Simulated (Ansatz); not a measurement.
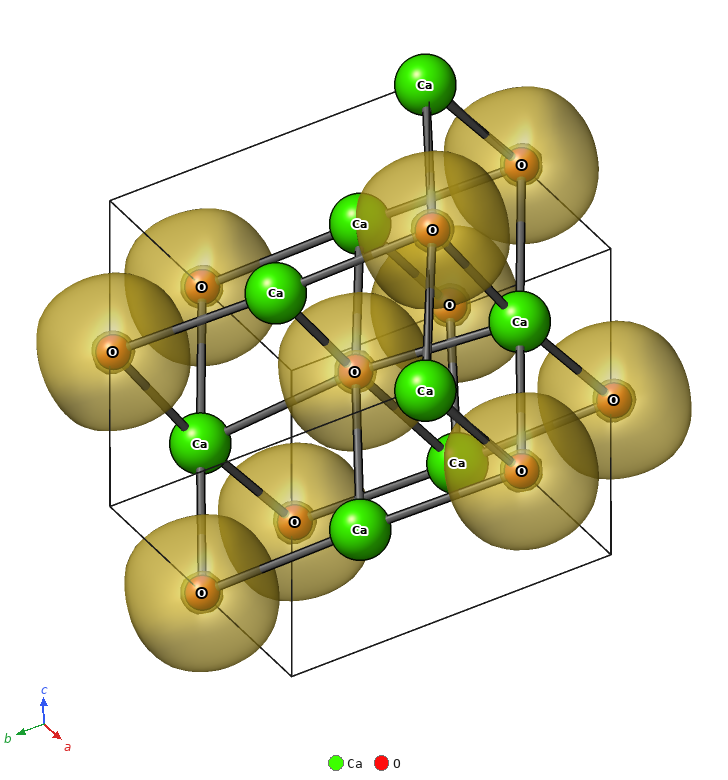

The picture shows: CaO. Isosurface of the electron localisation function at 0.6 (yellow), seen at an oblique angle. Core shells and regions of very low density are left out. Sticks mark near contacts.

Space group P1; changed on purpose from its base cell (all atoms moved at random (sigma 0.06 A a component), cell strained at random (sigma 0.03)); not relaxed (largest force 1.5 eV/Å).

Level of theory: DFT PBE, scalar-relativistic, plane waves, PAW in Ansatz 0.2.0.

Core electrons are frozen (PAW), and the valence fields are smoothed inside the atomic spheres.

Question: Where are the electrons localised?

Answer: At this value the surface marks out four regions wrapped around O (the valence shell of each), counted in one cell of 8 atoms. Regions shared between cells count once. Along the contacts the grid gives the following. Ca–O (2.16 Å): the ELF peaks at about 0.85 in the valence shell of O, 0.6 Å from its nucleus, and drops to about 0.10 between the two atoms; a closed-shell, largely ionic contact. Ca–O (2.27 Å): the ELF peaks at about 0.85 in the valence shell of O, 0.6 Å from its nucleus, and drops to about 0.10 between the two atoms (an ionic contact with no shared pair).

Question: Does the calculation give a band gap?

Answer: It is gapped, with a Kohn–Sham gap of 3.5 eV on the k-point mesh (the band edges may lie off the mesh, which would make the gap smaller).
